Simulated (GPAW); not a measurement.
# Quasiparticle gap of NaCl (honeycomb monolayer) in GPAW, part 2 of 2

Aim: the G0W0 gap of NaCl (honeycomb monolayer) on LDA, step by step.

GPAW 26.7.0; LDA and many-body steps on it, plane waves. Known limits of the many-body steps: not at the basis limit.

So far. Step 4 (Bands along the symmetry lines): The gap is 5.092 eV, as in the run before at this level. Step 5 (Empty states on the mesh, 6×6×1 mesh, 322 bands): On this mesh the gap is 5.092 eV.

### Step 6. Screening and self-energy, 6×6×1 mesh, 145 bands, screening to 48 eV

Now the one-shot GW correction: screening in the RPA, then the self-energy of the levels asked for.

This step: G0W0 on LDA, plane waves, PAW.

run.py reads:

```python
import json
import numpy as np
from gpaw.mpi import world
from gpaw.response.g0w0 import G0W0

gw = G0W0('full.gpw',
    filename='gw',
    kpts=[0, 4],
    bands=(5, 9),
    ecut=48,
    nbands=145,
    truncation='2D',
    integrate_gamma='sphere',
    q0_correction=True,
    frequencies={'type': 'nonlinear', 'domega0': 0.15, 'omega2': 15.0},
    eta=0.1,
    nblocksmax=True)
gw.calculate()
res = {mode: {k: v for k, v in r.items() if k != 'sigma_eskwn'}
       for mode, r in gw.all_results.items()}

if world.rank == 0:
    with open('result.json', 'w') as f:
        json.dump(res, f, default=lambda x: x.tolist())
```

Launch:

```
> mpirun -n 4 gpaw python run.py
```

Numbers of over 12 decimals in the logs are rounded to 6 here.

The log of the run:

```text
Using integrator: PointIntegrator
NonLinearFrequencyDescriptor(from 0.000 to 72.497 eV, 162 points)
Nonperiodic BCs:  [False False  True]
Using integrator: PointIntegrator
NonLinearFrequencyDescriptor(from 0.000 to 72.497 eV, 162 points)
Nonperiodic BCs:  [False False  True]
Applying analytical 2D correction to W:
    Evaluating Gamma point contribution to W on a 17x17x1 grid
  ___  _ _ _
 |   || | | |
 | | || | | |
 |__ ||_____|
 |___|

BZ k-points: Symmetries present (total): 6

  [... matrices ...]
36 k-points: 6 x 6 x 1 Monkhorst-Pack grid + [1/12,1/12,0.000000]
7 k-points in the irreducible part of the Brillouin zone
       k-points in crystal coordinates                weights
   0:     0.00000000    0.00000000    0.00000000          1/36
   1:     0.16666667    0.00000000    0.00000000          6/36
   2:     0.33333333   -0.16666667    0.00000000          6/36
   3:     0.33333333    0.00000000    0.00000000          6/36
   4:     0.33333333    0.33333333    0.00000000          2/36
   5:     0.50000000    0.33333333    0.00000000         12/36
   6:     0.50000000    0.50000000    0.00000000          3/36

Distributing spins, k-points and bands (1 x 2 x 4) over 1 process
Number of blocks: 4

Quasi particle states:
k-points (IBZ indices): [0, 4]
Band range: (5, 9)
  [... matrices ...]
Computational parameters:
Plane wave cut-off: 48 eV
Number of bands: 145
Coulomb cutoff: 2D
Broadening: 0.1 eV

fxc modes: GW
Kernel: RPA
Using full-frequency real axis integration
Summing all q:

Calculating screened Coulomb potential
2D Coulomb truncation
NonLinearFrequencyDescriptor(from 0.000 to 72.497 eV, 162 points)
Removing empty qpoint cache files...

Calculating chi0 body with:
    Ground state adapter containing:
    Number of spins: 1
    Number of kpoints: 36
    Number of irreducible kpoints: 7
    Number of completely occupied states: 7
    Number of partially occupied states: 7
    Occupied states memory: 3.4453125 M / cpu

    Linear response parametrization:
    q_c: [1.3877787807814457e-17, 1.3877787807814457e-17, 0.0]
    Number of frequency points: 162
    Planewave cutoff: 48.0
    Number of bands: 145
    Number of planewaves: 151
    Broadening (eta): 0.1
    comm.size: 4
    kncomm.size: 1
    blockcomm.size: 4

    Memory estimate of potentially large arrays:
        chi0_wGG: 14.090584 M / cpu
Integrating chi0 body.

Symmetries of q_c:
    Direct symmetries (Uq -> q): 6
    Indirect symmetries (TUq -> q): 6
In total 12 allowed symmetries.

  [... matrices ...]
7 groups of equivalent kpoints. 80.555556% reduction.

Integral kind: spectral function
Integrating chi0 head and wings.

Symmetries of q_c:
    Direct symmetries (Uq -> q): 6
    Indirect symmetries (TUq -> q): 6
In total 12 allowed symmetries.

  [... matrices ...]
7 groups of equivalent kpoints. 80.555556% reduction.

Integral kind: spectral function wings

Calculating chi0 body with:
    Ground state adapter containing:
    Number of spins: 1
    Number of kpoints: 36
    Number of irreducible kpoints: 7
    Number of completely occupied states: 7
    Number of partially occupied states: 7
[... the further q-points ...]

Results:
f:      Occupation numbers
eps:     KS-eigenvalues [eV]
vxc:     KS vxc [eV]
exx:     Exact exchange [eV]
sigma:   Self-energies [eV]
dsigma:  Self-energy derivatives
Z:       Renormalization factors
qp:      QP-energies [eV]

k-point 0 (0): (0.000, 0.000, 0.000)                GW
band       f     eps     vxc     exx   sigma  dsigma       Z      qp
                                                                   GW
   5   1.000  -5.773 -16.357 -20.739   1.546  -0.191   0.840  -8.155
   6   1.000  -5.773 -16.357 -20.739   1.546  -0.191   0.840  -8.155
   7   0.000  -0.510  -5.567  -2.412  -1.372  -0.093   0.915   1.121
   8   0.000   1.313  -3.818  -1.741  -0.866  -0.078   0.928   2.437

k-point 1 (4): (0.333, 0.333, 0.000)                GW
band       f     eps     vxc     exx   sigma  dsigma       Z      qp
                                                                   GW
   5   1.000  -6.257 -15.381 -19.916   1.510  -0.193   0.839  -8.794
   6   1.000  -5.602 -15.584 -20.103   1.518  -0.173   0.852  -8.161
   7   0.000   2.789  -4.967  -1.780  -1.319  -0.095   0.914   4.496
   8   0.000   2.793  -6.556  -2.953  -1.501  -0.121   0.892   4.669
```

Run time: 39 s. Hardware: 4 MPI ranks of Arm Neoverse V2, shared host; peak memory 1.6 GiB; 2.6 min of CPU time.

This step gave:

```yaml
g0w0_gap_on_the_points_computed: 9.276 eV
least_direct_g0w0_gap_on_the_computed_points: 9.276 eV
z_at_the_valence_top: 0.8399
z_at_the_conduction_bottom: 0.9152
starting_gap_on_the_mesh: 5.092 eV
k_of_the_valence_top: 0, 0, 0
k_of_the_conduction_bottom: 0, 0, 0
```

The gap on the mesh goes from 5.09 eV to 9.28 eV, a correction of +4.18 eV.

Limits: finite bands, cutoff and mesh. v1 is the top filled band, c1 the lowest empty one. The levels before and after the correction (eV, zero at the valence-band top of each column):

|  | conduction bottom | valence top |
| --- | --- | --- |
| Kohn-Sham | 5.09 | 0.00 |
| G0W0 | 9.28 | 0.00 |

|  | level | energy (eV) |
| --- | --- | --- |
| Kohn-Sham | Γ v2-v1 | -0.171 |
| Kohn-Sham | Γ c1 | 5.092 |
| Kohn-Sham | Γ c2 | 6.915 |
| G0W0 | Γ v2-v1 | 0.000 |
| G0W0 | Γ c1 | 9.276 |
| G0W0 | Γ c2 | 10.591 |

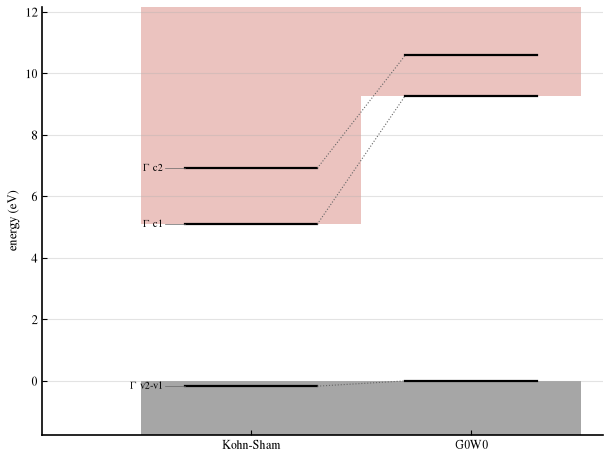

Levels before and after the correction. Shaded: valence and conduction bands.

### Step 7. Where the time went

Times are wall times on 4 MPI ranks of Arm Neoverse V2, shared host, good to a factor of about two.

| step | time | share | memory (GiB) |
| --- | --- | --- | --- |
| relaxation | 39 s | 20 % | 0.98 |
| ground state | 4.5 s | 2 % | 0.71 |
| bands along the symmetry lines | 7.1 s | 4 % | 0.78 |
| empty states on the mesh | 1.8 min | 55 % | 5.5 |
| screening and self-energy | 39 s | 20 % | 1.6 |

### Step 8. Results

```yaml
lda_gap: 5.09 eV, indirect
g0w0_gap_on_the_mesh: 9.28 eV
gw_settings: 6×6×1 mesh, 145 bands, screening to 48 eV, full frequency, Hilbert transform
known_limits: not at the basis limit
```

**Reading.** G0W0 moves the gap on the mesh from 5.09 eV to 9.28 eV (+4.18 eV), with Z of 0.84 and 0.92 at the edges. Only 2 of the mesh's irreducible points were corrected, so a valley elsewhere could overtake. The dearest step here is «empty states on the mesh». Bands and cutoff are finite, so the gap is not at the basis limit. The miss can reach some tenths of an eV and take either sign; the mesh is an error of its own. These stock PAW sets were not made for GW. In the G0W0 run levels were corrected at 2 k points alone, so a gap called «on the mesh» is the least over those, and an edge elsewhere would be missed.

[Paths, hosts, dates, memory and timing lines, banners, echoed tables and standing remarks are left out of the program output.]

[Logs are printed without paths, hosts, clocks, repeated set-up lines and the standing remarks that a program may print on its own settings, such as how far it seeks lower states.]

[Runs of the session that timed out or met a known fault of the program may be left out.]

[Hosts, paths, dates, database ids (printed as entryN), source tags and the programs' standing remarks are cut or masked in the printed files.]
